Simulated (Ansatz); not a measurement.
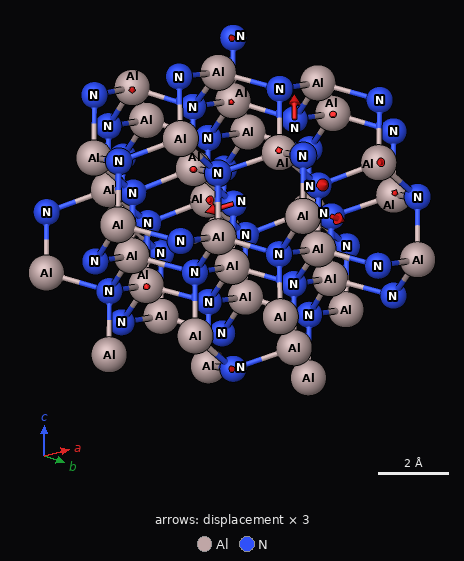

A relaxation of a defect cell of composition Al$_{47}$N$_{48}$ (cell charge +1). The starting structure is drawn; red arrows show the displacements, 3 times their true length.

The picture is a ball-and-stick view of the atoms within 5.8 Å of the atom that moves most (axes of the cell of the calculation (origin shifted)), seen from a free direction.

These are results of Ansatz 0.2.0, DFT, PBEsol, PAW, plane waves, not measurements. (plane-wave cutoff 420 eV; k-point mesh 1 × 1 × 1; no spin polarisation; atoms relaxed in a fixed cell; force threshold 0.03 eV/Å; at most 80 steps)

Which element moves most?

Nitrogen: up to 0.30 Å, against 0.10 Å for aluminium.

What happened in the run?

The atom that moves furthest is an N atom (0.30 Å along [−3 −2 −1]). By element the largest moves are N 0.30 Å, Al 0.10 Å. The cell stays as it was. Some distances before and after: Al–N 1.851 → 1.936 Å, Al–N 1.829 → 1.908 Å, Al–N 1.942 → 1.862 Å, Al–N 1.871 → 1.936 Å. Among the angles between lasting bonds that change: N–Al–N 113.6° → 100.0°, N–Al–N 112.7° → 100.1°, Al–N–Al 106.8° → 118.9°. After 4 geometry steps the energy has fallen by 1.996 eV per cell of the calculation. Largest force component: 1.8 eV/Å at the start, 0.011 eV/Å at the end.

Limits of the set-up: the cell is charged, on a uniform background, and energies carry no finite-size correction.
